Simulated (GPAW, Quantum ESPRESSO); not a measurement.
# BN (P6_3/mmc): the B K absorption edge, part 4 of 6

Do two independent programs agree on the B K edge of BN (P6_3/mmc)? The same cell and functional are run with XSpectra and with GPAW.

Quantum ESPRESSO 7.5 and GPAW 26.7.0; core-hole supercells, plane-wave PAW PBE.

So far. Step 8 (Spectrum with FCH, B atom 3 (Quantum ESPRESSO)): The hole costs E(hole) − E(ground) = 188.32 eV, and the lowest empty level of the hole cell lies at 7.02 eV, which puts the zero at 195.34 eV. One term is added: -5.59 eV, since the hole is spin-paired here and a spin-polarised one costs that much less in the free atom (computed apart). The photon energy is then 189.75 eV. The functional and the charged cell's background leave an error of a few eV in such absolute values.

The database entry behind the starting cell differs from later determinations by our own check (about 0.3 % short, minor phase), so it need not match the best structure at ambient conditions.

### Step 12. The field without a hole (GPAW)

Level of this step: plane-wave PAW DFT, PBE, self-consistent field (GPAW).

The second program starts from its own ground state, on the same cell and functional.

Contents of scf.py:

```python
import numpy as np
from ase import Atoms
from ase.parallel import parprint, paropen
from gpaw import GPAW, PW, FermiDirac, Mixer, MixerDif, setup_paths
from gpaw.test import gen
setup_paths.insert(0, '.')
gen('B', name='nch1s', xcname='PBE', corehole=(1, 0, 0), write_xml=True)
from gpaw.mpi import world
world.barrier()

atoms = Atoms('N2B2',
    cell=[[2.49824, 0, 0],
     [-1.24912, 2.1635393, 0],
     [0, 0, 6.6357]],
    scaled_positions=[[0.66666667, 0.33333333, 0.25],
     [0.33333333, 0.66666667, 0.75],
     [0.66666667, 0.33333333, 0.75],
     [0.33333333, 0.66666667, 0.25]],
    pbc=True)
atoms.calc = calc = GPAW(legacy_gpaw=True, mode=PW(500, force_complex_dtype=True), xc='PBE', setups={2: 'nch1s'},
    kpts={'size': (11, 11, 4), 'gamma': True}, occupations=FermiDirac(0.05),
    charge=0, mixer=Mixer(0.1, 5, 50), maxiter=150,
    convergence={'density': 0.0001, 'eigenstates': 1e-6}, txt='scf.txt')
energy = atoms.get_potential_energy() + calc.get_reference_energy()
ef = calc.get_fermi_level()
out = dict(energy=energy, fermi=ef, forces=atoms.get_forces().tolist())
parprint(f'all-electron energy {energy:.4f} eV, Fermi level {ef:.4f} eV')
ev = np.array([[calc.get_eigenvalues(k, s) for k in range(len(calc.get_ibz_k_points()))] for s in range(calc.get_number_of_spins())])
out['homo'], out['lumo'], out['counts'] = ev[ev < ef].max(), ev[ev > ef].min(), sorted(set((ev < ef).sum((0, 2)).tolist()))
out['filled'] = (ev[:, 0] < ef).sum(1).tolist()
import json
with paropen('out.json', 'w') as f:
    json.dump(out, f)
```

Started as:

```bash
$ OMP_NUM_THREADS=1 mpirun -n 4 gpaw python scf.py
```

Numbers of over 12 decimals in the logs are rounded to 6 here.

Log:

```text
Input parameters:
  convergence: {density: 0.0001,
                eigenstates: 1e-06}
  kpts: {gamma: True,
         size: (11, 11, 4)}
  maxiter: 150
  mixer: {backend: pulay,
          beta: 0.1,
          method: separate,
          nmaxold: 5,
          weight: 50}
  mode: {ecut: 500.0,
         force_complex_dtype: True,
         name: pw}
  occupations: {fixmagmom: False,
                name: fermi-dirac,
[...]
--------------------------------
2s(2) :    -0.347030     1.005232
*s    :     0.652970
2p(1) :    -0.132526     0.982729
*p    :     0.867474
*d    :     0.000000
--------------------------------

Diagonalizing with gridspacing h=0.050

state   all-electron     PAW
-------------------------------
2s:      -0.347030    -0.347449
2p:      -0.132526    -0.132867
*d:                    0.040435
*f:                    0.071313
-------------------------------
all-electron energy -4336.4125 eV, Fermi level 5.2353 eV
[key lines of the parts left out:]
Converged after 12 iterations.
Dipole moment: (0.000000, -0.000000, -0.000000) |e|*Ang
Free energy:    -33.990332
Fermi level: 5.23525
```

Run time: 9.9 s. Hardware: 4 MPI ranks of Arm Neoverse V1, shared host; peak memory 0.18 GiB.

The mesh shows a gap of 4.32 eV, so the hole is first treated in a charged cell, without the excited electron.

### Step 13. Spectrum without a core hole, B atom 3 (GPAW)

Without a hole the spectrum is the empty density of states of the right symmetry on the absorber, weighted by matrix elements. It needs only the small cell and serves as the baseline. The data set with a hole of occupation 0 only carries the core orbital.

Contents of xas.py:

```python
import numpy as np
from ase import Atoms
from ase.parallel import parprint, paropen
from gpaw import GPAW, PW, FermiDirac, Mixer, MixerDif, setup_paths
from gpaw.test import gen
setup_paths.insert(0, '.')
gen('B', name='nch1s', xcname='PBE', corehole=(1, 0, 0), write_xml=True)
from gpaw.mpi import world
world.barrier()

atoms = Atoms('N2B2',
    cell=[[2.49824, 0, 0],
     [-1.24912, 2.1635393, 0],
     [0, 0, 6.6357]],
    scaled_positions=[[0.66666667, 0.33333333, 0.25],
     [0.33333333, 0.66666667, 0.75],
     [0.66666667, 0.33333333, 0.75],
     [0.33333333, 0.66666667, 0.25]],
    pbc=True)
atoms.calc = calc = GPAW(legacy_gpaw=True, mode=PW(500, force_complex_dtype=True), xc='PBE', setups={2: 'nch1s'},
    kpts={'size': (11, 11, 4), 'gamma': True}, occupations=FermiDirac(0.02),
    charge=0, mixer=Mixer(0.1, 5, 50), maxiter=150,
    convergence={'density': 0.0001, 'eigenstates': 1e-6}, txt='scf.txt')
energy = atoms.get_potential_energy() + calc.get_reference_energy()
ef = calc.get_fermi_level()
out = dict(energy=energy, fermi=ef, forces=atoms.get_forces().tolist())
parprint(f'all-electron energy {energy:.4f} eV, Fermi level {ef:.4f} eV')
ev = np.array([[calc.get_eigenvalues(k, s) for k in range(len(calc.get_ibz_k_points()))] for s in range(calc.get_number_of_spins())])
out['homo'], out['lumo'], out['counts'] = ev[ev < ef].max(), ev[ev > ef].min(), sorted(set((ev < ef).sum((0, 2)).tolist()))
out['filled'] = (ev[:, 0] < ef).sum(1).tolist()

from ase.units import Ha
from gpaw.xas import dipole_matrix_elements
nb = int(calc.get_number_of_electrons() / 2) + 25
top = nb
nscf = calc.fixed_density(kpts={'size': (10, 10, 4), 'gamma': True},
    convergence={'eigenstates': 1.0}, txt='nscf.txt')
nscf.diagonalize_full_hamiltonian(nbands=nb)
cell = atoms.cell.array
ops = [cell.T @ U.T @ np.linalg.inv(cell.T) for U in nscf.wfs.kd.symmetry.op_scc]
filled = [8]  # bands filled in the ground state, by spin
E = np.arange(-25, 34, 0.1)
fwhm = np.interp(E, [4, 25], [0.9, 3.5])
Y, X, zero, highest = 0, 0, 1e9, 1e9
for spin in range(nscf.get_number_of_spins()):
    wfs = nscf.wfs
    mine = wfs.bd.get_slice()  # this rank's bands
    A = dipole_matrix_elements(wfs.setups[2])
    eps = np.zeros((wfs.kd.nibzkpts, nb))
    d = np.zeros((3, A.shape[1], wfs.kd.nibzkpts, nb), complex)
    for kpt in wfs.kpt_u:
        if kpt.s == spin and 2 in kpt.P_ani:
            eps[kpt.k, mine] = kpt.eps_n * Ha
            d[:, :, kpt.k, mine] = (kpt.weight * wfs.nspins / 2) ** 0.5 * np.inner(A, kpt.P_ani[2])
    world.sum(eps)
    world.sum(d)
    T = np.einsum('amkn,bmkn->abkn', d, d.conj()).real
    T = sum(np.einsum('ai,ijkn,bj->abkn', R, T, R) for R in ops) / len(ops)
    empty = np.ones_like(eps, bool) & (np.arange(nb) >= filled[spin])
    zero, highest = min(zero, eps[empty].min()), min(highest, eps[:, top - 1].min())
    lines = [(eps, T, empty)] if spin == 0 else lines + [(eps, T, empty)]
for eps, T, empty in lines:
    f = np.einsum('aakn->akn', T).reshape(3, -1)
    x = eps.ravel() - zero
    w = np.interp(x, E, fwhm) / 2.35482
    g = np.exp(-0.5 * ((E[:, None] - x) / w) ** 2) / (w * (2 * np.pi) ** 0.5)
    Y = Y + (f * empty.ravel()) @ g.T
    X = X + (f * ~empty.ravel()) @ g.T
out.update(E=E.round(2).tolist(), xas=Y.tolist(), xes=X.tolist(), zero=zero, valid=highest - zero, nk=len(eps), nb=nb)
for i in range(0, len(E), 10):
    parprint(f'{E[i]:7.2f}', *(f'{v:10.3e}' for v in Y[:, i]))
import json
with paropen('out.json', 'w') as f:
    json.dump(out, f)
```

Started as:

```bash
$ OMP_NUM_THREADS=1 mpirun -n 4 gpaw python xas.py
```

Log:

```text
Input parameters:
  convergence: {density: 0.0001,
                eigenstates: 1e-06}
  kpts: {gamma: True,
         size: (11, 11, 4)}
  maxiter: 150
  mixer: {backend: pulay,
          beta: 0.1,
          method: separate,
          nmaxold: 5,
          weight: 50}
  mode: {ecut: 500.0,
         force_complex_dtype: True,
         name: pw}
  occupations: {fixmagmom: False,
                name: fermi-dirac,
[...]
*p    :     0.867474
*d    :     0.000000
--------------------------------

Diagonalizing with gridspacing h=0.050

state   all-electron     PAW
-------------------------------
2s:      -0.347030    -0.347449
2p:      -0.132526    -0.132867
*d:                    0.040435
*f:                    0.071313
-------------------------------
all-electron energy -4336.4125 eV, Fermi level 4.7353 eV
[...]
32.00  1.196e-04  1.196e-04  5.278e-04
  33.00  1.084e-04  1.084e-04  4.076e-04
[key lines of the parts left out:]
Converged after 12 iterations.
Dipole moment: (0.000000, -0.000000, -0.000000) |e|*Ang
Free energy:    -33.990332
Fermi level: 4.73525
```

The job ended after 1.7 min (4 MPI ranks; peak memory 0.3 GiB).

The B K spectrum, B atom 3, no core hole (energy from the lowest empty level; intensity scaled to a mean of 1 over the first 20 eV; polarised curves are means over the symmetry-equivalent atoms):

```tsv
E (eV)	isotropic	ε ⊥ c	ε ∥ c
-2.0	0.00	0.00	0.00
-0.5	0.06	0.00	0.19
1.0	1.47	0.00	4.41
2.5	0.69	0.01	2.07
4.0	0.28	0.02	0.81
5.5	0.47	0.29	0.84
7.0	1.57	1.80	1.11
8.5	1.39	1.42	1.34
10.0	1.00	1.02	0.98
11.5	1.29	1.20	1.46
13.0	1.17	1.34	0.83
14.5	1.04	1.24	0.64
16.0	1.17	1.47	0.58
17.5	1.01	1.24	0.55
19.0	0.62	0.67	0.53
20.5	0.76	0.89	0.50
22.0	1.36	1.78	0.52
23.5	1.73	2.31	0.55
25.0	1.38	1.80	0.52
26.5	0.86	1.01	0.56
28.0	0.56	0.46	0.76
29.5	0.51	0.27	0.99
```

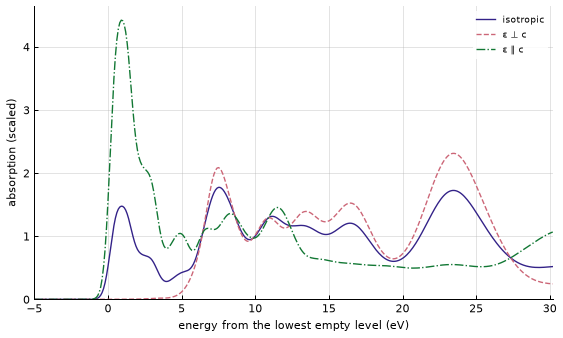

The B K edge, B atom 3, no core hole: main maxima at 0.9, 7.5 and 23.5 eV.

Main maxima below 24 eV (height): 0.9 eV (1.48), 7.5 eV (1.77), 11.2 eV (1.32), 16.4 eV (1.21) and 23.5 eV (1.73). A K edge sees empty p states; at this planar three-fold site the curve for the electric vector normal to the plane peaks at 0.9 eV, where it is mainly π* that absorbs: that direction carries over 70 % of the weight there.

The same matrix elements for filled bands give the B K emission of B atom 3 (ground-state approximation; energy from the lowest empty level, largest value 1):

```tsv
E (eV)	emission
-24.0	0.00
-22.5	0.00
-21.0	0.07
-19.5	0.28
-18.0	0.06
-16.5	0.00
-15.0	0.00
-13.5	0.04
-12.0	0.30
-10.5	0.31
-9.0	0.78
-7.5	0.79
-6.0	0.47
-4.5	0.06
-3.0	0.00
-1.5	0.00
0.0	0.00
1.5	0.00
3.0	0.00
```

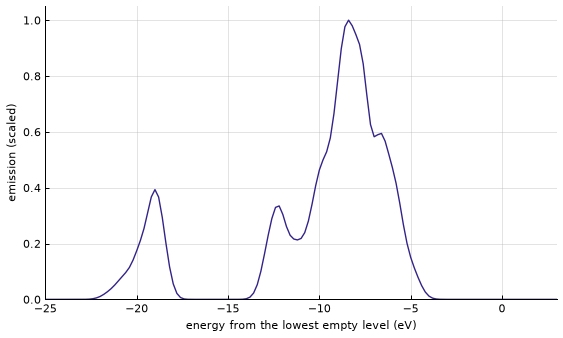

X-ray emission from the filled bands.

Emission maxima: -19.0 eV (0.39), -12.2 eV (0.33) and -8.4 eV (1.00).

### Step 14. Reference energy of the supercell (GPAW)

Total energies of two programs can't be mixed, so the cell and mesh of GPAW's hole run get a reference energy of their own.

scf.py, as its differences from that of step 12:

```diff
@@ -10,13 +10,37 @@
 
-atoms = Atoms('N2B2',
-    cell=[[2.49824, 0, 0],
-     [-1.24912, 2.1635393, 0],
+atoms = Atoms('N14B14',
+    cell=[[6.2456, 2.1635393, 0],
+     [-4.99648, 4.32707861, 0],
      [0, 0, 6.6357]],
-    scaled_positions=[[0.66666667, 0.33333333, 0.25],
+    scaled_positions=[[0.23809524, 0.04761905, 0.25],
+     [0.38095238, 0.47619048, 0.25],
+     [0.52380952, 0.9047619, 0.25],
+     [0.66666667, 0.33333333, 0.25],
+     [0.80952381, 0.76190476, 0.25],
+     [0.95238095, 0.19047619, 0.25],
+     [0.0952381, 0.61904762, 0.25],
+     [0.19047619, 0.23809524, 0.75],
      [0.33333333, 0.66666667, 0.75],
+     [0.47619048, 0.0952381, 0.75],
+     [0.61904762, 0.52380952, 0.75],
+     [0.76190476, 0.95238095, 0.75],
+     [0.9047619, 0.38095238, 0.75],
+     [0.04761905, 0.80952381, 0.75],
+     [0.23809524, 0.04761905, 0.75],
+     [0.38095238, 0.47619048, 0.75],
+     [0.52380952, 0.9047619, 0.75],
      [0.66666667, 0.33333333, 0.75],
-     [0.33333333, 0.66666667, 0.25]],
+     [0.80952381, 0.76190476, 0.75],
+     [0.95238095, 0.19047619, 0.75],
+     [0.0952381, 0.61904762, 0.75],
+     [0.19047619, 0.23809524, 0.25],
+     [0.33333333, 0.66666667, 0.25],
+     [0.47619048, 0.0952381, 0.25],
+     [0.61904762, 0.52380952, 0.25],
+     [0.76190476, 0.95238095, 0.25],
+     [0.9047619, 0.38095238, 0.25],
+     [0.04761905, 0.80952381, 0.25]],
     pbc=True)
-atoms.calc = calc = GPAW(legacy_gpaw=True, mode=PW(500, force_complex_dtype=True), xc='PBE', setups={2: 'nch1s'},
-    kpts={'size': (11, 11, 4), 'gamma': True}, occupations=FermiDirac(0.05),
+atoms.calc = calc = GPAW(legacy_gpaw=True, mode=PW(500, force_complex_dtype=True), xc='PBE', setups={14: 'nch1s'},
+    kpts={'size': (3, 3, 3), 'gamma': True}, occupations=FermiDirac(0.02),
     charge=0, mixer=Mixer(0.1, 5, 50), maxiter=150,
```

Started as:

```bash
$ OMP_NUM_THREADS=1 mpirun -n 4 gpaw python scf.py
```

Log:

```text
Input parameters:
  convergence: {density: 0.0001,
                eigenstates: 1e-06}
  kpts: {gamma: True,
         size: (3, 3, 3)}
  maxiter: 150
  mixer: {backend: pulay,
          beta: 0.1,
          method: separate,
          nmaxold: 5,
          weight: 50}
  mode: {ecut: 500.0,
         force_complex_dtype: True,
         name: pw}
  occupations: {fixmagmom: False,
                name: fermi-dirac,
[...]
--------------------------------
2s(2) :    -0.347030     1.005232
*s    :     0.652970
2p(1) :    -0.132526     0.982729
*p    :     0.867474
*d    :     0.000000
--------------------------------

Diagonalizing with gridspacing h=0.050

state   all-electron     PAW
-------------------------------
2s:      -0.347030    -0.347449
2p:      -0.132526    -0.132867
*d:                    0.040435
*f:                    0.071313
-------------------------------
all-electron energy -30354.8979 eV, Fermi level 4.8214 eV
[key lines of the parts left out:]
Converged after 16 iterations.
Dipole moment: (-0.000002, -0.000008, 0.000000) |e|*Ang
Free energy:   -237.942792
Fermi level: 4.82141
```

Wall time 80 s (4 MPI ranks); peak memory 0.39 GiB.

Reference energy: -30354.898 eV with the cores included.

(Part 4 of 6 ends here.)

[Banner, clock and machine lines of the logs are left out without a mark of their own.]

[Logs are printed without paths, hosts, clocks, repeated set-up lines and the standing remarks that a program may print on its own settings, such as how far it seeks lower states.]

[Hosts, paths, dates, database ids (printed as entryN), source tags and the programs' standing remarks are cut or masked in the printed files.]

[Lists of maxima count a maximum above −3 eV only where it reaches 4 % of the highest in the window and stands out from its surroundings by 2 % of it (1.5 % where it reaches 55 %); shoulders and weaker maxima are passed over, and of the rest the first, up to two pre-edge ones and the few strongest are named.]
